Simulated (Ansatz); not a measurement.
System: KI.

Input file:

```
crystal:
  lattice:
    - [0.0, 3.5031261271, 3.5031261271]
    - [3.5031261271, 0.0, 3.5031261271]
    - [3.5031261271, 3.5031261271, 0.0]
  atoms:
    - { symbol: K, position: [0.0, 0.0, 0.0] }
    - { symbol: I, position: [0.5, 0.5, 0.5] }
kpoints:
  mp_grid: { grid: [8, 8, 8] }
  band_path:
    path:
      - [0.0, 0.0, 0.0]
      - [0.5, 0.0, 0.5]
      - [0.625, 0.25, 0.625]
      - [0.375, 0.375, 0.75]
      - [0.5, 0.5, 0.5]
      - [0.5, 0.25, 0.75]
    npoints: 1
hamiltonian:
  xc: r2scan
  dispersion: rvv10
scf:
  occupations: { method: fermi_dirac, width: 0.03 }
  n_extra_bands: 4
output:
  forces: true
  stress: true
  eigenvalues: true
  write_density: true
  write_potential: true
  elf: true
  volumetric_format: npy
```

Launched as:

```sh
ansatz run input.yaml --threads 2 --pin off --max-ram 29491MiB --backend cpu --events-out ev --progress --plain --runs-dir out
```

Below, planes, directions and counts refer to the conventional cell (a = 7.01 Å, b = 7.01 Å, c = 7.01 Å, α = 90.00°, β = 90.00°, γ = 90.00°).

Space group Fm-3m; started from the rocksalt prototype, which need not be the ambient phase.

The calculation used DFT, r2SCAN+rVV10, plane waves, PAW (Ansatz).

Question: What will maps of the valence pseudo-density and electron localisation function show?

Answer: K–I (3.50 Å): ρ is about 0.09 e/Å³ halfway, with its minimum of 0.07 e/Å³ about 1.5 Å from K; the ELF peaks at about 0.80 in the valence shell of I, 1.3 Å from its nucleus, and drops to about 0.05 between the two atoms: a largely ionic contact.

Question: Does the calculation make it a metal, or give it a gap?

Answer: It is gapped, with a Kohn–Sham gap of 4.6 eV on the k-point mesh, an upper bound to the gap of this method.

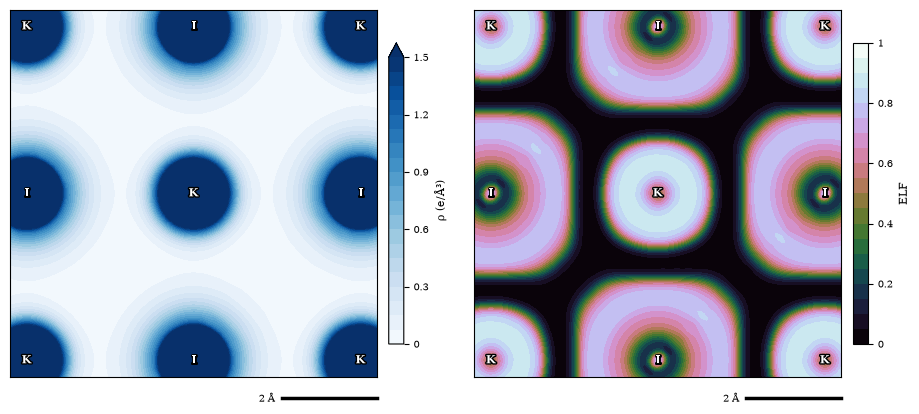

Computed valence pseudo-density and electron localisation function on the (100) plane of the conventional cell, in this order. 

In a PAW calculation such maps are meaningful between the atoms, not at the nuclei.
